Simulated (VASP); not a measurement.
# Run report: ZnO, elastic calculation (part 2 of 4)

The same run, continued: ZnO (P6₃mc, 4 atoms in the cell); Kohn-Sham DFT of a periodic cell, LDA, VASP PAW LDA potentials, recommended, no spin polarisation (VASP 6.6.1); cutoff 600 eV, 9×9×6 k-mesh, Gaussian smearing of 0.01 eV. The structure derives from an entry of the Crystallography Open Database. It belongs to a series of runs on one base structure; here: elastic and piezoelectric constants, atoms relaxed.

Geometry of the input (Å; fractional positions):
```
3.1869  0.0000  0.0000
-1.5934  2.7599  0.0000
0.0000  0.0000  5.1527
Zn 0.3333  0.6667  0.5003
Zn 0.6667  0.3333  0.0003
O  0.6667  0.3333  0.3787
O  0.3333  0.6667  0.8787
```

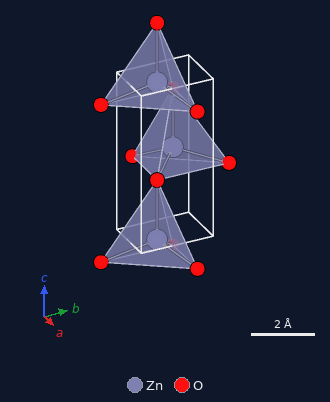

The structure as given in the input (polyhedral view of the cell of the calculation, seen slightly off an axis; polyhedra are completed across the faces of the cell).

**OSZICAR, continued**
```
DAV:   8    -0.211601721531E+02    0.22513E-07   -0.10447E-07  4142   0.388E-03    0.625E-04
DAV:   9    -0.211601721511E+02    0.19536E-08   -0.40017E-08  2826   0.501E-03
  17 F= -.21160172E+02 E0= -.21160172E+02  d E =-.832417E-75
       N       E                     dE             d eps       ncg     rms          rms(c)
DAV:   1    -0.211571166371E+02    0.30555E-02   -0.23078E+00 12694   0.104E+01    0.258E-01
DAV:   2    -0.211607381944E+02   -0.36216E-02   -0.39788E-02 13388   0.173E+00    0.155E-01
DAV:   3    -0.211606086524E+02    0.12954E-03   -0.46063E-04 15064   0.323E-01    0.946E-02
DAV:   4    -0.211605428841E+02    0.65768E-04   -0.15109E-04 19026   0.502E-01    0.196E-02
DAV:   5    -0.211605480126E+02   -0.51285E-05   -0.84535E-05 13880   0.132E-01    0.106E-02
DAV:   6    -0.211605462063E+02    0.18064E-05   -0.54124E-06 19078   0.591E-02    0.399E-03
DAV:   7    -0.211605462001E+02    0.61345E-08   -0.26573E-06 18516   0.405E-02    0.762E-04
DAV:   8    -0.211605462057E+02   -0.55816E-08   -0.18047E-07 19224   0.959E-03    0.514E-04
DAV:   9    -0.211605462057E+02    0.53660E-10   -0.30719E-08  8994   0.354E-03
  18 F= -.21160546E+02 E0= -.21160546E+02  d E =-.407760E-90
       N       E                     dE             d eps       ncg     rms          rms(c)
DAV:   1    -0.211561418824E+02    0.44043E-02   -0.24583E+00 12696   0.940E+00    0.364E-01
DAV:   2    -0.211609666287E+02   -0.48247E-02   -0.56445E-02 13286   0.175E+00    0.206E-01
DAV:   3    -0.211605694907E+02    0.39714E-03   -0.59728E-04 14454   0.296E-01    0.808E-02
DAV:   4    -0.211605464278E+02    0.23063E-04   -0.29267E-04 13378   0.166E-01    0.182E-02
DAV:   5    -0.211605475703E+02   -0.11425E-05   -0.47156E-05 13314   0.606E-02    0.122E-02
DAV:   6    -0.211605463427E+02    0.12276E-05   -0.19201E-06 14022   0.169E-02    0.333E-03
DAV:   7    -0.211605461792E+02    0.16353E-06   -0.94866E-07 13160   0.985E-03    0.770E-04
DAV:   8    -0.211605461967E+02   -0.17524E-07   -0.22166E-07 13312   0.412E-03    0.552E-04
DAV:   9    -0.211605461951E+02    0.15880E-08   -0.47209E-09  6702   0.117E-03
  19 F= -.21160546E+02 E0= -.21160546E+02  d E =-.642302E-90
       N       E                     dE             d eps       ncg     rms          rms(c)
DAV:   1    -0.211571741543E+02    0.33720E-02   -0.23511E+00  3224   0.994E+00    0.281E-01
DAV:   2    -0.211612029984E+02   -0.40288E-02   -0.49281E-02  3392   0.208E+00    0.169E-01
DAV:   3    -0.211606682661E+02    0.53473E-03   -0.74634E-04  3776   0.359E-01    0.926E-02
DAV:   4    -0.211602632504E+02    0.40502E-03   -0.18937E-04  4660   0.329E-01    0.125E-02
DAV:   5    -0.211602329021E+02    0.30348E-04   -0.69067E-05  3382   0.113E-01    0.110E-02
DAV:   6    -0.211601758527E+02    0.57049E-04   -0.57646E-06  3698   0.311E-02    0.320E-03
DAV:   7    -0.211601691408E+02    0.67119E-05   -0.15840E-06  3832   0.214E-02    0.116E-03
DAV:   8    -0.211601624544E+02    0.66864E-05   -0.18584E-07  3594   0.565E-03    0.476E-04
DAV:   9    -0.211601582240E+02    0.42304E-05   -0.18285E-08  2188   0.238E-03    0.118E-04
DAV:  10    -0.211601576004E+02    0.62369E-06   -0.81296E-09  1658   0.101E-03    0.856E-05
DAV:  11    -0.211601572628E+02    0.33759E-06   -0.21395E-09  1634   0.143E-03    0.601E-05
DAV:  12    -0.211601572618E+02    0.96043E-09   -0.62301E-10  1628   0.658E-04
  20 F= -.21160157E+02 E0= -.21160157E+02  d E =-.989565E-75
       N       E                     dE             d eps       ncg     rms          rms(c)
DAV:   1    -0.211527303402E+02    0.74269E-02   -0.41850E+00  3224   0.131E+01    0.486E-01
DAV:   2    -0.211605456535E+02   -0.78153E-02   -0.90734E-02  3440   0.321E+00    0.270E-01
DAV:   3    -0.211601921551E+02    0.35350E-03   -0.21135E-03  3680   0.602E-01    0.173E-01
DAV:   4    -0.211601087846E+02    0.83370E-04   -0.48526E-04  4598   0.595E-01    0.215E-02
DAV:   5    -0.211601165371E+02   -0.77525E-05   -0.19691E-04  3432   0.234E-01    0.237E-02
DAV:   6    -0.211601158735E+02    0.66362E-06   -0.10015E-05  3640   0.408E-02    0.982E-03
DAV:   7    -0.211601153433E+02    0.53020E-06   -0.22654E-06  4290   0.226E-02    0.245E-03
DAV:   8    -0.211601153383E+02    0.49931E-08   -0.47410E-07  3784   0.149E-02    0.754E-04
DAV:   9    -0.211601153395E+02   -0.11496E-08   -0.59786E-08  3258   0.233E-03
  21 F= -.21160115E+02 E0= -.21160115E+02  d E =-.414586E-95
```

**Parts of OUTCAR**
```
SYSTEM = ZnO
   EDIFF = 1E-8
   ENCUT = 600
   IBRION = 6
   ISIF = 3
   ISMEAR = 0
   LASPH = .True.
   LREAL = .False.
   NELM = 60
   NFREE = 2
   NSW = 1
   POTIM = 0.015
   PREC = Accurate

 ion  position               nearest neighbor table
   1  0.333  0.667  0.500-   3 1.94   3 1.94   3 1.94   4 1.95
   2  0.667  0.333  0.000-   4 1.94   4 1.94   4 1.94   3 1.95
   3  0.667  0.333  0.379-   1 1.94   1 1.94   1 1.94   2 1.95
   4  0.333  0.667  0.879-   2 1.94   2 1.94   2 1.94   1 1.95

  LATTYP: Found a hexagonal cell.
 ALAT       =     3.1868890943
 C/A-ratio  =     1.6168456988

  Lattice vectors:

 A1 = (   3.1868890943,   0.0000000000,   0.0000000000)
 A2 = (  -1.5934445472,   2.7599269147,   0.0000000000)
 A3 = (   0.0000000000,   0.0000000000,   5.1527079247)

Analysis of symmetry for initial positions (statically):
=====================================================================
 Subroutine PRICEL returns:
 Original cell was already a primitive cell.

 Routine SETGRP: Setting up the symmetry group for a
 hexagonal supercell.

 Subroutine GETGRP returns: Found 12 space group operations
 (whereof  6 operations were pure point group operations)
 out of a pool of 24 trial point group operations.

The static configuration has the point symmetry C_3v.
 The point group associated with its full space group is C_6v.

Analysis of symmetry for dynamics (positions and initial velocities):
=====================================================================
 Subroutine PRICEL returns:
 Original cell was already a primitive cell.

 Routine SETGRP: Setting up the symmetry group for a
 hexagonal supercell.

 Subroutine GETGRP returns: Found 12 space group operations
 (whereof  6 operations were pure point group operations)
 out of a pool of 24 trial point group operations.

The dynamic configuration has the point symmetry C_3v.
 The point group associated with its full space group is C_6v.

 Subroutine INISYM returns: Found 12 space group operations
 (whereof  6 operations are pure point group operations),
 and found     1 'primitive' translations

----------------------------------------------------------------------------------------

                                     Primitive cell

  volume of cell :      45.3211

  direct lattice vectors                    reciprocal lattice vectors
     3.186889094  0.000000000  0.000000000     0.313785629  0.181164218  0.000000000
    -1.593444547  2.759926915  0.000000000     0.000000000  0.362328435  0.000000000
     0.000000000  0.000000000  5.152707925     0.000000000  0.000000000  0.194072712

  length of vectors
     3.186889094  3.186889094  5.152707925     0.362328435  0.362328435  0.194072712

  position of ions in fractional coordinates (direct lattice)
     0.333333333  0.666666667  0.500316421
     0.666666667  0.333333333  0.000316421
     0.666666667  0.333333333  0.378693579
     0.333333333  0.666666667  0.878693579

  ion indices of the primitive-cell ions
   primitive index   ion index
                 1           1
                 2           2
                 3           3
                 4           4

----------------------------------------------------------------------------------------

 KPOINTS: k-points

Automatic generation of k-mesh.
 Grid dimensions read from file:
 generate k-points for:    9    9    6

 Generating k-lattice:

  Cartesian coordinates                     Fractional coordinates (reciprocal lattice)
     0.034865070  0.020129358  0.000000000     0.111111111  0.000000000  0.000000000
     0.000000000  0.040258715  0.000000000     0.000000000  0.111111111  0.000000000
     0.000000000  0.000000000  0.032345452     0.000000000  0.000000000  0.166666667

  Length of vectors
     0.040258715  0.040258715  0.032345452

  Shift w.r.t. Gamma in fractional coordinates (k-lattice)
     0.000000000  0.000000000  0.000000000

 Subroutine IBZKPT returns following result:
 ===========================================

 Found     48 irreducible k-points:

 Following reciprocal coordinates:
            Coordinates               Weight
  0.000000  0.000000  0.000000      1.000000
  0.111111  0.000000  0.000000      6.000000
  0.222222 -0.000000  0.000000      6.000000
  0.333333 -0.000000  0.000000      6.000000
  0.444444 -0.000000  0.000000      6.000000
  0.111111  0.111111  0.000000      6.000000
  0.222222  0.111111  0.000000     12.000000
  0.333333  0.111111  0.000000     12.000000
  0.444444  0.111111  0.000000      6.000000
  0.222222  0.222222  0.000000      6.000000
  0.333333  0.222222  0.000000     12.000000
  0.333333  0.333333  0.000000      2.000000
  0.000000  0.000000  0.166667      2.000000
  0.111111  0.000000  0.166667     12.000000
  0.222222 -0.000000  0.166667     12.000000
  0.333333 -0.000000  0.166667     12.000000
  0.444444 -0.000000  0.166667     12.000000
  0.111111  0.111111  0.166667     12.000000
  0.222222  0.111111  0.166667     24.000000
  0.333333  0.111111  0.166667     24.000000
  0.444444  0.111111  0.166667     12.000000
  0.222222  0.222222  0.166667     12.000000
  0.333333  0.222222  0.166667     24.000000
  0.333333  0.333333  0.166667      4.000000
 [... further k-points ...]
   k-points           NKPTS =     48   k-points in BZ     NKDIM =     48   number of bands    NBANDS=     26
   number of dos      NEDOS =    301   number of ions     NIONS =      4
   total plane-waves  NPLWV =  32928
   dimension x,y,z NGX =    28 NGY =   28 NGZ =   42
   dimension x,y,z NGXF=    56 NGYF=   56 NGZF=   84
   ions per type =               2   2
   NGX,Y,Z   is equivalent  to a cutoff of  14.61, 14.61, 13.55 a.u.
   NGXF,Y,Z  is equivalent  to a cutoff of  29.21, 29.21, 27.10 a.u.
 SYSTEM =  ZnO
   PREC   = accura    normal or accurate (medium, high low for compatibility)
   ISTART =      0    job   : 0-new  1-cont  2-samecut
   ICHARG =      2    charge: 1-file 2-atom 10-const
   ISPIN  =      1    spin polarized calculation?
   LNONCOLLINEAR =      F non collinear calculations
   LSORBIT =      F    spin-orbit coupling
   LASPH  =      T    aspherical Exc in radial PAW
   ENCUT  =  600.0 eV  44.10 Ry    6.64 a.u.   6.37  6.37 10.29*2*pi/ulx,y,z
   NELM   =     60;   NELMIN=  2; NELMDL= -5     # of ELM steps
   EDIFF  = 0.1E-07   stopping-criterion for ELM
   LREAL  =      F    real-space projection
   EDIFFG = 0.1E-06   stopping-criterion for IOM
   NSW    =     85    number of steps for IOM
   IBRION =      6    ionic relax: 0-MD 1-quasi-New 2-CG
   NFREE  =      2    steps in history (QN), initial steepest desc. (CG)
   ISIF   =      3    stress and relaxation
   ISYM   =      2    0-nonsym 1-usesym 2-fastsym
   POTIM  = 0.0150    time-step for ionic-motion
   TEBEG  =    0.0;   TEEND  =   0.0 temperature during run
   PSTRESS=    0.0 pullay stress
   NELECT =      36.0000    total number of electrons
   NUPDOWN=      -1.0000    fix difference up-down
   EMIN   =  10.00;   EMAX   =-10.00  energy-range for DOS
   EFERMI =   0.00;   METHOD = LEGACY
   ISMEAR =     0;   SIGMA  =   0.01  broadening in eV -4-tet -1-fermi 0-gaus
   EFERMI_NEDOS =   21; number of points for ismear=-14 and -15
   IALGO  =     38    algorithm
   IMIX   =      4    mixing-type and parameters
     AMIX     =   0.40;   BMIX     =  1.00
     AMIX_MAG =   1.60;   BMIX_MAG =  1.00
  volume/ion in A,a.u.               =      11.33        76.46
  Fermi-wavevector in a.u.,A,eV,Ry     =   1.516150  2.865109 31.275880  2.298712
  Thomas-Fermi vector in A             =   2.625579
   LORBIT       =      0    0 simple, 1 ext, 2 COOP (PROOUT), +10 PAW based schemes
   GGA     = CA    functional components
   LHFCALC =     F    Hartree Fock is set to
   AEXX    =    0.0000 exact exchange contribution
   IVDW    =     0    specifies the selected vdW correction
   LEPSILON=     F    determine dielectric tensor
   LRPA    =     F    only Hartree local field effects (RPA)
 finite differences with symmetry
 non-spin polarized calculation
 Gauss-broadening in eV      SIGMA  =   0.01
  energy-cutoff  :      600.00
  volume of cell :       45.32
 maximum number of plane-waves:      1532
 NGX is ok and might be reduce to    28
   NGX = 13   NGY = 13   NGZ = 21

--------------------------------------- Ionic step        1  -------------------------------------------

 number of electron      35.9999997 magnetization

 Free energy of the ion-electron system (eV)
  ---------------------------------------------------
  ext. energy  EPLUGINS =         0.00000000
  ---------------------------------------------------
  free energy    TOTEN  =       -21.16159121 eV

  energy without entropy =      -21.16159121  energy(sigma->0) =      -21.16159121

------------------------ aborting loop because EDIFF is reached ----------------------------------------

  FORCE on cell =-STRESS in cart. coord.  units (eV):
  Direction    XX          YY          ZZ          XY          YZ          ZX
  --------------------------------------------------------------------------------------
  -------------------------------------------------------------------------------------
  Total        0.3086603      0.3086603      0.3096398     -0.0000000      0.0000000      0.0000000
  in kB       10.9116716     10.9116716     10.9462973     -0.0000000      0.0000000      0.0000000
  external PRESSURE =      10.9232135 kB  Pullay stress =       0.0000000 kB

 VOLUME and BASIS-vectors are now :
 -----------------------------------------------------------------------------
  energy-cutoff  :      600.00
  volume of cell :       45.32
      direct lattice vectors                 reciprocal lattice vectors
     3.186889094  0.000000000  0.000000000     0.313785629  0.181164218  0.000000000
    -1.593444547  2.759926915  0.000000000     0.000000000  0.362328435  0.000000000
     0.000000000  0.000000000  5.152707925     0.000000000  0.000000000  0.194072712

 POSITION                                       TOTAL-FORCE (eV/Angst)
 -----------------------------------------------------------------------------------
     -0.00000      1.83995      2.57798        -0.000000      0.000000      0.000711
      1.59344      0.91998      0.00163         0.000000     -0.000000      0.000711
      1.59344      0.91998      1.95130        -0.000000      0.000000     -0.000711
     -0.00000      1.83995      4.52765         0.000000     -0.000000     -0.000711
 -----------------------------------------------------------------------------------
    total drift:                               -0.000000     -0.000001     -0.000430

  FREE ENERGIE OF THE ION-ELECTRON SYSTEM (eV)
  ---------------------------------------------------
  free  energy   TOTEN  =       -21.1615912069 eV

  energy  without entropy=      -21.1615912069  energy(sigma->0) =      -21.16159121

--------------------------------------- Ionic step        2  -------------------------------------------

 number of electron      35.9999996 magnetization

------------------------ aborting loop because EDIFF is reached ----------------------------------------

  FORCE on cell =-STRESS in cart. coord.  units (eV):
  Direction    XX          YY          ZZ          XY          YZ          ZX
  --------------------------------------------------------------------------------------
  -------------------------------------------------------------------------------------
  Total       -0.9486394     -0.1305218     -0.0019031      0.0000000      0.0000000      0.0000000
  in kB      -33.0404271     -4.5459801     -0.0662848      0.0000000      0.0000000      0.0000000
  external PRESSURE =     -12.5508973 kB  Pullay stress =       0.0000000 kB

 VOLUME and BASIS-vectors are now :
 -----------------------------------------------------------------------------
  energy-cutoff  :      600.00
  volume of cell :       46.00
      direct lattice vectors                 reciprocal lattice vectors
     3.234692431  0.000000000  0.000000000     0.309148403  0.181164218  0.000000000
    -1.617346215  2.759926915  0.000000000     0.000000000  0.362328435  0.000000000
     0.000000000  0.000000000  5.152707925     0.000000000  0.000000000  0.194072712

 POSITION                                       TOTAL-FORCE (eV/Angst)
 -----------------------------------------------------------------------------------
     -0.00000      1.83995      2.57798         0.000000     -0.113081     -0.072148
      1.61735      0.91998      0.00163        -0.000000      0.113081     -0.072148
      1.61735      0.91998      1.95130        -0.000000      0.127978      0.072148
     -0.00000      1.83995      4.52765         0.000000     -0.127978      0.072148
 -----------------------------------------------------------------------------------
    total drift:                               -0.000000     -0.000000     -0.000659

  FREE ENERGIE OF THE ION-ELECTRON SYSTEM (eV)
  ---------------------------------------------------
  free  energy   TOTEN  =       -21.1567516249 eV

  energy  without entropy=      -21.1567516249  energy(sigma->0) =      -21.15675162

--------------------------------------- Ionic step        3  -------------------------------------------

 number of electron      36.0000001 magnetization

------------------------ aborting loop because EDIFF is reached ----------------------------------------
```
